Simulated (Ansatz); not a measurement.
Be$_{16}$H: several calculations on one system

### Relaxation

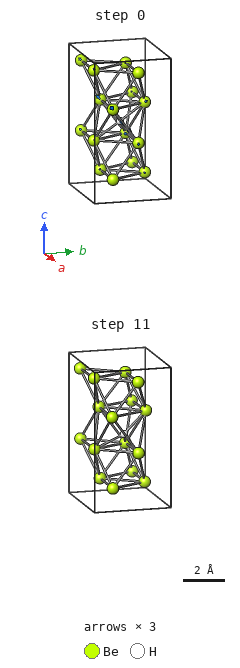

The structure of a defect cell of composition Be16H before (top) and after (bottom) a relaxation, at one scale. The blue arrows give the displacements, 3 times their true length.

The picture is a ball-and-stick view of the cell of the calculation (origin shifted), seen slightly off an axis.

It is an interstitial H in hcp Be. The run prepares the start of a later molecular dynamics calculation, from a guessed geometry.

All numbers below come from DFT LDA, scalar-relativistic, plane waves, PAW in Ansatz. (plane-wave cutoff 420 eV; k-point mesh 2 × 3 × 2; occupations fermi dirac; smearing width 0.1 eV; no spin polarisation; atoms relaxed in a fixed cell; force threshold 0.08 eV/Å; at most 25 steps)

> Summarise the run.

The H atom moves most: 0.28 Å along [1 3 −2]. Largest moves by element: H 0.28 Å, Be 0.11 Å. The cell doesn't change. Near-neighbour distances that change, for instance: Be–H 1.579 → 1.942 Å, Be–H 1.676 → 1.937 Å, Be–H 1.621 → 1.449 Å, Be–Be 2.229 → 2.371 Å. Bond angles that change, for instance: Be–H–Be 93.5° → 108.6°, Be–H–Be 88.9° → 98.9°, Be–H–Be 92.6° → 98.7°. Over 10 accepted moves (11 points after the start) the energy falls by 0.116 eV per cell of the calculation. Largest force component: 0.43 eV/Å at the start, 0.038 eV/Å at the end. The line search rejected the trial step at point 10 of the run. The forces were under the threshold at step 2, but the run went on from there.

Limits of the set-up: the k-point mesh is coarse for a cell with partly filled bands; the periodic images lie only 4.0 Å apart, so the values are limited by the cell's size.

### Dynamics

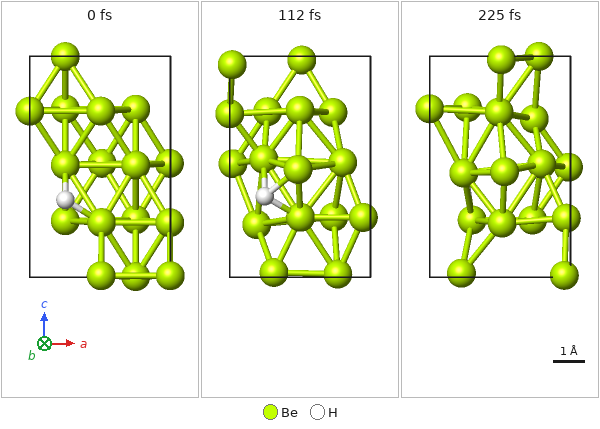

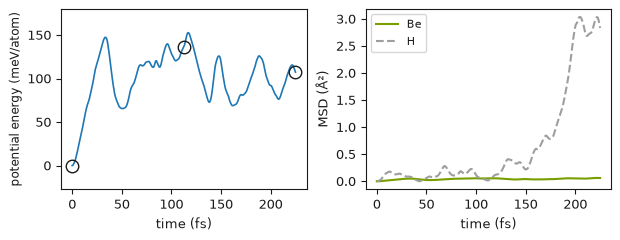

Molecular dynamics of Be with an interstitial H (17 atoms in the cell), 225 fs long. Frames and the history of the run. A ball-and-stick model of the simulation cell, seen along the b axis. Atoms that leave the cell re-enter on the other side. Bonds to atoms that aren't drawn are left out.

Theory: DFT LDA, scalar-relativistic, plane waves, PAW (Ansatz 0.2.0). Set-up: plane-wave cutoff 420 eV; k-point mesh 2 × 3 × 2; Fermi-Dirac smearing 0.1 eV; Langevin thermostat (NVT); set temperature 900 K; time step 0.75 fs; friction 0.05 per fs.

Q: What do the frames and curves show?

A: Over the second half the temperature averages 866 K (spread ±177 K). The potential energy in the second half lies on average 101 meV per atom above the first frame. Root-mean-square distances from the starting positions over the second half, with the common drift of all atoms taken out: H 1.10 Å, Be 0.21 Å. Against the typical shortest distance between atoms in the first frame, about 2.2 Å, the H atoms wander away from their sites and keep going, while the Be atoms only vibrate. 1 of the 17 free atoms end more than three quarters of that spacing from the start.

Limits of the set-up: the k-point mesh is coarse for a cell with partly filled bands; the periodic images lie only 4.0 Å apart, so the values are limited by the cell's size.

The run took 7.2 min on 1 thread of Arm Neoverse V2, on a shared host, peak memory 0.31 GiB.

### Dynamics

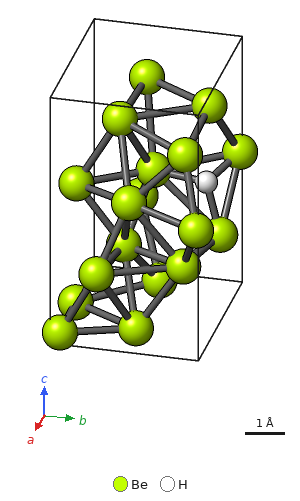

Starting frame of a dynamics run of Be with an interstitial H (17 atoms in the cell). It starts from the last geometry of an earlier run, with fresh velocities. The picture is a ball-and-stick view of the simulation cell, seen from a free direction. Bonds to atoms that aren't drawn are left out.

Level of theory: Ansatz, DFT LDA, scalar-relativistic, plane waves, PAW.

Input file:
```yaml
crystal:
  lattice:
    - [-2.29, -3.966396, 0.0]
    - [3.435, -1.983198, 0.0]
    - [0.0, 0.0, 7.17686]
  atoms:
    - { symbol: Be, position: [0.79749252, 0.5176303, 0.03331738] }
    - { symbol: Be, position: [0.5360414, 0.3587761, 0.27805091] }
    - { symbol: Be, position: [0.81617435, 0.47738858, 0.54577158] }
    - { symbol: Be, position: [0.51405533, 0.32557187, 0.78100303] }
    - { symbol: Be, position: [0.53004969, 0.03186785, 0.01831528] }
    - { symbol: Be, position: [0.32274734, 0.94564941, 0.2922753] }
    - { symbol: Be, position: [0.55324424, 0.04404465, 0.51092095] }
    - { symbol: Be, position: [0.28947896, 0.86312597, 0.80125145] }
    - { symbol: Be, position: [0.24711639, 0.51400538, 0.05105736] }
    - { symbol: Be, position: [-0.00834859, 0.30954374, 0.30041967] }
    - { symbol: Be, position: [0.26352519, 0.47878522, 0.50445143] }
    - { symbol: Be, position: [0.021768, 0.36181225, 0.79571306] }
    - { symbol: Be, position: [-0.02248649, 0.05876156, 0.04121664] }
    - { symbol: Be, position: [0.75191641, 0.82337333, 0.2918216] }
    - { symbol: Be, position: [0.00688354, -0.01424085, 0.53129249] }
    - { symbol: Be, position: [0.76399056, 0.84012561, 0.75004176] }
    - { symbol: H, position: [0.27951752, -0.1594076, 0.48489002] }
basis:
  ecutwfc: 420.0
kpoints:
  mp_grid: { grid: [2, 3, 2] }
hamiltonian:
  xc: lda
scf:
  occupations: { method: fermi_dirac, width: 0.1 }
  lower_state_search: "off"
md:
  timestep: 0.5
  n_steps: 300
  ensemble: nvt_langevin
  temperature: 1260.0
  initial_velocities: maxwell_boltzmann
  seed: 646267
  friction: 0.05
```

Run as
```bash
ansatz run input.yaml --threads 1 --pin off --max-ram 3072MiB --backend cpu --events-out ev --progress --plain --runs-dir out
```

Q: Predict how the run goes.

A: The mean temperature in the second half is 1042 K (standard deviation 240 K). The potential energy is still drifting at the end, so the run hasn't reached equilibrium. The potential energy in the second half lies on average 21.6 meV per atom below the first frame. In the second half of the run the atoms are, in the root-mean-square, this far from where they began (common drift taken out): H 0.45 Å, Be 0.28 Å. Against the typical shortest distance between atoms in the first frame, about 2.0 Å these are wide excursions, but the first-neighbour bonds of the start all hold: the network flexes, or its layers or units shift against each other, without breaking.

Along the run (each row but the first and the last is the mean over the interval that it begins):

| time (fs) | potential energy (meV/atom) | T (K) |
| --- | --- | --- |
| 0.0 | 0.0 | 1186 |
| 18.5 | 28.2 | 1156 |
| 37.0 | 5.9 | 944 |
| 55.5 | -11.4 | 1090 |
| 74.0 | -18.9 | 1277 |
| 92.5 | -11.8 | 924 |
| 111.0 | -29.8 | 1111 |
| 129.5 | -27.7 | 903 |
| 148.0 | -17.1 | 1013 |

The paths of the atoms:

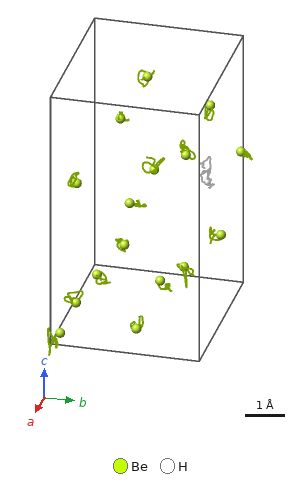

Limits of the set-up: the k-point mesh is coarse for a cell with partly filled bands; the periodic images lie only 4.0 Å apart, so the values are limited by the cell's size.
